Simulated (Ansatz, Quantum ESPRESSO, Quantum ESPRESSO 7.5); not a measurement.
## Evanescent states of KCl, rock salt type, lattice constant set to 6.252 Å

Wanted: the complex band structure of KCl, rock salt type, lattice constant set to 6.252 Å, as for a tunnel barrier.

Calculated with Quantum ESPRESSO 7.5; plane-wave DFT, PBE, GBRV ultrasoft pseudopotentials (cross-check by Ansatz 0.2.0 with PAW datasets).

The structure was built from a prototype and need not be the compound's stable phase.

## Step 1: The structure

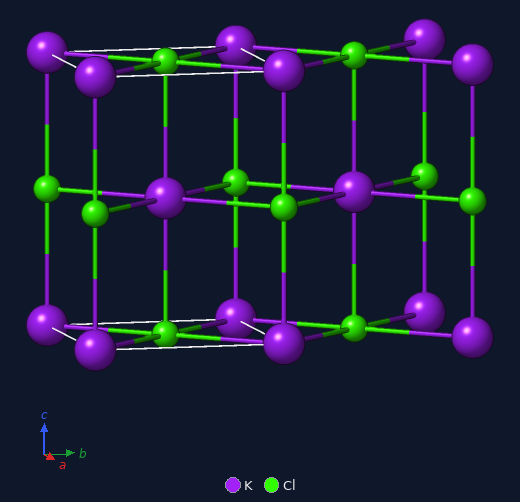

Start, viewed from the side, with the c axis up; potassium purple, chlorine green. 1×2×1 cells are drawn. Some periodic images of atoms are drawn too.

## Step 2: Ground state

pwcond needs a cell whose third axis lies along the current and stands perpendicular to the other two.

Input file scf.in:

```
&control
  prefix = 'scf'
  outdir = './out'
  pseudo_dir = './pseudo'
  calculation = 'scf'
  tprnfor = .true.
/
&system
  ibrav = 0
  nat = 4
  ntyp = 2
  ecutwfc = 40
  ecutrho = 200
  occupations = 'fixed'
  nbnd = 20
/
&electrons
  conv_thr = 1e-09
  mixing_beta = 0.6
  electron_maxstep = 120
/
ATOMIC_SPECIES
  K   39.0983  k_pbe_v1.4.uspp.F.UPF
  Cl  35.4500  cl_pbe_v1.4.uspp.F.UPF
CELL_PARAMETERS angstrom
  4.42083159597829 0.00000000000000 0.00000000000000
  0.00000000000000 4.42083159597829 0.00000000000000
  0.00000000000000 0.00000000000000 6.25200000000000
ATOMIC_POSITIONS crystal
  K   0.000000000000 0.000000000000 0.000000000000
  Cl  0.500000000000 0.500000000000 0.000000000000
  K   0.500000000000 0.500000000000 0.500000000000
  Cl  0.000000000000 0.000000000000 0.500000000000
K_POINTS automatic
  6 6 4 0 0 0
```

The run is started by

```console
$ OMP_NUM_THREADS=1 mpirun -n 2 pw.x -nk 2 -in scf.in > scf.out
```

Log:

```text
Program PWSCF v.7.5 starts
[citation notice left out]

     Parallel version (MPI & OpenMP), running on       2 processor cores
     Number of MPI processes:                 2
     Threads/MPI process:                     1

     MPI processes distributed on     1 nodes
[...]
Current dimensions of program PWSCF are:
     Max number of different atomic species (ntypx) = 10
     Max number of k-points (npk) =  40000
     Max angular momentum in pseudopotentials (lmaxx) =  4
     Found identity + ( -0.5000 -0.5000 -0.5000) symmetry
     This is a supercell, fractional translations are disabled
     Message from routine setup:
     using ibrav=0 with symmetry is DISCOURAGED, use correct ibrav instead

     K-points division:     npool     =       2
     Subspace diagonalization in iterative solution of the eigenvalue problem:
     a serial algorithm will be used

     G-vector sticks info
     --------------------
     sticks:   dense  smooth     PW     G-vecs:    dense   smooth      PW
     Sum        1109     885    261                39481    28195    4575

     Using Slab Decomposition

     bravais-lattice index     =            0
     lattice parameter (alat)  =       8.3542  a.u.
     unit-cell volume          =     824.5624 (a.u.)^3
     number of atoms/cell      =            4
     number of atomic types    =            2
     number of electrons       =        32.00
     number of Kohn-Sham states=           20
     kinetic-energy cutoff     =      40.0000  Ry
     charge density cutoff     =     200.0000  Ry
     scf convergence threshold =      1.0E-09
     mixing beta               =       0.6000
     number of iterations used =            8  plain     mixing
     Exchange-correlation=  SLA  PW   PBX  PBC
                           (   1   4   3   4   0   0   0)

     celldm(1)=   8.354161  celldm(2)=   0.000000  celldm(3)=   0.000000
     celldm(4)=   0.000000  celldm(5)=   0.000000  celldm(6)=   0.000000

     crystal axes: (cart. coord. in units of alat)
               a(1) = (   1.000000   0.000000   0.000000 )
               a(2) = (   0.000000   1.000000   0.000000 )
               a(3) = (   0.000000   0.000000   1.414214 )

     reciprocal axes: (cart. coord. in units 2 pi/alat)
               b(1) = (  1.000000  0.000000  0.000000 )
               b(2) = (  0.000000  1.000000  0.000000 )
               b(3) = (  0.000000  0.000000  0.707107 )

     PseudoPot. # 1 for K  read from file:
     ./pseudo/k_pbe_v1.4.uspp.F.UPF
     Pseudo is Ultrasoft + core correction, Zval =  9.0
     Generated by new atomic code, or converted to UPF format
     Using radial grid of  841 points,  6 beta functions with:
                l(1) =   0
                l(2) =   0
                l(3) =   1
                l(4) =   1
                l(5) =   2
                l(6) =   2
     Q(r) pseudized with  6 coefficients,  rinner =    1.500   1.500   1.500
                                                       1.500   1.500

     PseudoPot. # 2 for Cl read from file:
     ./pseudo/cl_pbe_v1.4.uspp.F.UPF
     Pseudo is Ultrasoft + core correction, Zval =  7.0
     Generated by new atomic code, or converted to UPF format
     Using radial grid of  909 points,  6 beta functions with:
                l(1) =   0
                l(2) =   0
                l(3) =   1
                l(4) =   1
                l(5) =   2
                l(6) =   2
     Q(r) pseudized with  8 coefficients,  rinner =    1.300   1.300   1.300
                                                       1.300   1.300

     atomic species   valence    mass     pseudopotential
     K                 9.00    39.09830     K ( 1.00)
     Cl                7.00    35.45000     Cl( 1.00)

     16 Sym. Ops., with inversion, found

   Cartesian axes

     site n.     atom                  positions (alat units)
         1        K      tau(   1) = (   0.0000000   0.0000000   0.0000000  )
         2        Cl     tau(   2) = (   0.5000000   0.5000000   0.0000000  )
         3        K      tau(   3) = (   0.5000000   0.5000000   0.7071068  )
         4        Cl     tau(   4) = (   0.0000000   0.0000000   0.7071068  )

     number of k points=    30
                       cart. coord. in units 2pi/alat
        k(    1) = (   0.0000000   0.0000000   0.0000000), wk =   0.0138889
        k(    2) = (   0.0000000   0.0000000   0.1767767), wk =   0.0277778
        k(    3) = (   0.0000000   0.0000000  -0.3535534), wk =   0.0138889
        k(    4) = (   0.0000000   0.1666667   0.0000000), wk =   0.0555556
        k(    5) = (   0.0000000   0.1666667   0.1767767), wk =   0.1111111
        k(    6) = (   0.0000000   0.1666667  -0.3535534), wk =   0.0555556
        k(    7) = (   0.0000000   0.3333333   0.0000000), wk =   0.0555556
        k(    8) = (   0.0000000   0.3333333   0.1767767), wk =   0.1111111
        k(    9) = (   0.0000000   0.3333333  -0.3535534), wk =   0.0555556
        k(   10) = (   0.0000000  -0.5000000   0.0000000), wk =   0.0277778
[...]
k(   30) = (  -0.5000000  -0.5000000  -0.3535534), wk =   0.0138889

     Dense  grid:    39481 G-vectors     FFT dimensions: (  40,  40,  54)

     Smooth grid:    28195 G-vectors     FFT dimensions: (  36,  36,  48)

     Estimated max dynamical RAM per process >     104.35 MB

     Estimated total dynamical RAM >     199.06 MB

     Initial potential from superposition of free atoms

     starting charge      30.9931, renormalised to      32.0000

     negative rho (up, down):  3.286E-02 0.000E+00
     Starting wfcs are   24 randomized atomic wfcs

     total cpu time spent up to now is        2.9 secs

     per-process dynamical memory:    48.5 Mb

     Self-consistent Calculation

     iteration #  1     ecut=    40.00 Ry     beta= 0.60
     Davidson diagonalization with overlap
     ethr =  1.00E-02,  avg # of iterations =  5.4

     Threshold (ethr) on eigenvalues was too large:
     Diagonalizing with lowered threshold

     Davidson diagonalization with overlap
     ethr =  6.93E-04,  avg # of iterations =  3.2

     negative rho (up, down):  3.236E-02 0.000E+00

     total cpu time spent up to now is        7.3 secs

     total energy              =    -181.07256828 Ry
     estimated scf accuracy    <       0.19696508 Ry

     iteration #  2     ecut=    40.00 Ry     beta= 0.60
[...]
negative rho (up, down):  3.122E-02 0.000E+00

[...]
total energy              =    -181.13023631 Ry
     estimated scf accuracy    <       0.01383803 Ry

     iteration #  3     ecut=    40.00 Ry     beta= 0.60
[...]
c_bands:  1 eigenvalues not converged
[...]
negative rho (up, down):  3.035E-02 0.000E+00

[...]
total energy              =    -181.13558729 Ry
     estimated scf accuracy    <       0.00249032 Ry

     iteration #  4     ecut=    40.00 Ry     beta= 0.60
[...]
c_bands:  2 eigenvalues not converged
[...]
negative rho (up, down):  3.056E-02 0.000E+00

[...]
total energy              =    -181.13616271 Ry
     estimated scf accuracy    <       0.00058657 Ry

     iteration #  5     ecut=    40.00 Ry     beta= 0.60
[...]
c_bands:  1 eigenvalues not converged
[...]
negative rho (up, down):  3.044E-02 0.000E+00

[...]
total energy              =    -181.13637366 Ry
     estimated scf accuracy    <       0.00025104 Ry

     iteration #  6     ecut=    40.00 Ry     beta= 0.60
[...]
negative rho (up, down):  3.041E-02 0.000E+00

[...]
total energy              =    -181.13640440 Ry
     estimated scf accuracy    <       0.00001235 Ry

     iteration #  7     ecut=    40.00 Ry     beta= 0.60
[...]
negative rho (up, down):  3.038E-02 0.000E+00

[...]
total energy              =    -181.13641850 Ry
     estimated scf accuracy    <       0.00000048 Ry

     iteration #  8     ecut=    40.00 Ry     beta= 0.60
[...]
negative rho (up, down):  3.036E-02 0.000E+00

[...]
total energy              =    -181.13641906 Ry
     estimated scf accuracy    <       0.00000014 Ry

     iteration #  9     ecut=    40.00 Ry     beta= 0.60
[...]
negative rho (up, down):  3.035E-02 0.000E+00

[...]
total energy              =    -181.13641910 Ry
     estimated scf accuracy    <          4.1E-09 Ry

     iteration # 10     ecut=    40.00 Ry     beta= 0.60
[...]
negative rho (up, down):  3.035E-02 0.000E+00

[...]
total energy              =    -181.13641911 Ry
     estimated scf accuracy    <          1.9E-09 Ry

     iteration # 11     ecut=    40.00 Ry     beta= 0.60
[...]
negative rho (up, down):  3.035E-02 0.000E+00

[...]
End of self-consistent calculation

          k = 0.0000 0.0000 0.0000 (  3563 PWs)   bands (ev):

   -26.1239 -26.1088 -11.1077 -11.0037  -9.7305  -9.6370  -9.6370  -9.5781
    -9.5781  -9.5781   0.3639   0.8055   0.8055   1.0323   1.0323   1.0323
     6.2890   7.5487   9.4156   9.4621

          k = 0.0000 0.0000 0.1768 (  3524 PWs)   bands (ev):

   -26.1217 -26.1109 -11.1419 -11.0760  -9.6279  -9.6279  -9.6232  -9.5863
    -9.5863  -9.5228   0.3134   0.7539   0.8298   0.8298   0.9891   0.9891
     6.7656   7.7381   8.8390   8.9994

          k = 0.0000 0.0000-0.3536 (  3496 PWs)   bands (ev):

   -26.1162 -26.1162 -11.1570 -11.1570  -9.6065  -9.6065  -9.6065  -9.6065
    -9.4971  -9.4971   0.3805   0.3805   0.9001   0.9001   0.9001   0.9001
     7.7609   7.7609   8.2734   8.2734

          k = 0.0000 0.1667 0.0000 (  3531 PWs)   bands (ev):

   -26.1219 -26.1088 -11.1435 -11.0573  -9.7176  -9.6281  -9.5856  -9.5775
    -9.5766  -9.5288   0.4071   0.6302   0.7682   0.7997   0.9598   0.9901
     6.7315   7.9198   9.2258   9.5866

          k = 0.0000 0.1667 0.1768 (  3530 PWs)   bands (ev):

   -26.1199 -26.1106 -11.1777 -11.1225  -9.6500  -9.6202  -9.5841  -9.5801
    -9.5387  -9.4865   0.3022   0.6024   0.6976   0.7879   0.9053   0.9225
     7.1601   8.0868   9.1518   9.1646

          k = 0.0000 0.1667-0.3536 (  3512 PWs)   bands (ev):

   -26.1152 -26.1152 -11.1955 -11.1955  -9.6019  -9.6019  -9.5996  -9.5996
    -9.4543  -9.4543   0.3055   0.3055   0.7968   0.7968   0.8464   0.8464
     8.0577   8.0577   8.6116   8.6116

[...]
highest occupied, lowest unoccupied level (ev):     1.0323    6.2890

!    total energy              =    -181.13641911 Ry
     estimated scf accuracy    <          9.0E-10 Ry

     The total energy is the sum of the following terms:
     one-electron contribution =     -59.30384401 Ry
     hartree contribution      =      39.52646844 Ry
     xc contribution           =     -37.21765642 Ry
     ewald contribution        =    -124.14138713 Ry

     convergence has been achieved in  11 iterations

     negative rho (up, down):  3.035E-02 0.000E+00

     Forces acting on atoms (cartesian axes, Ry/au):

     atom    1 type  1   force =     0.00000000    0.00000000    0.00000000
     atom    2 type  2   force =     0.00000000    0.00000000    0.00000000
     atom    3 type  1   force =     0.00000000    0.00000000    0.00000000
     atom    4 type  2   force =     0.00000000    0.00000000    0.00000000

     Total force =     0.000000     Total SCF correction =     0.000000

[...]
=------------------------------------------------------------------------------=
   JOB DONE.
=------------------------------------------------------------------------------=
```

Run time: 40 s. Hardware: 2 MPI ranks of AMD EPYC 7R43, shared host; peak memory 0.29 GiB; 78 s of CPU time.

Numbers from this step:

* free energy: -2464.4865 eV
* valence top, on the run's zero: 1.032 eV
* conduction bottom, on the run's zero: 6.289 eV
* gap by band count: 5.257 eV

The run needed 11 iterations to bring the estimated error under 1e-09 Ry.

(Continued in part 2 of 4.)

[Logs are printed without paths, hosts, clocks, repeated set-up lines and the standing remarks that a program may print on its own settings, such as how far it seeks lower states.]

[Hosts, paths, dates, database ids (printed as entryN), source tags and the programs' standing remarks are cut or masked in the printed files.]

[Maps of the electrostatic potential energy from Ansatz leave out the sawtooth potential of an applied field or a dipole correction, so their vacuum need not be flat; planar profiles and work functions include it.]
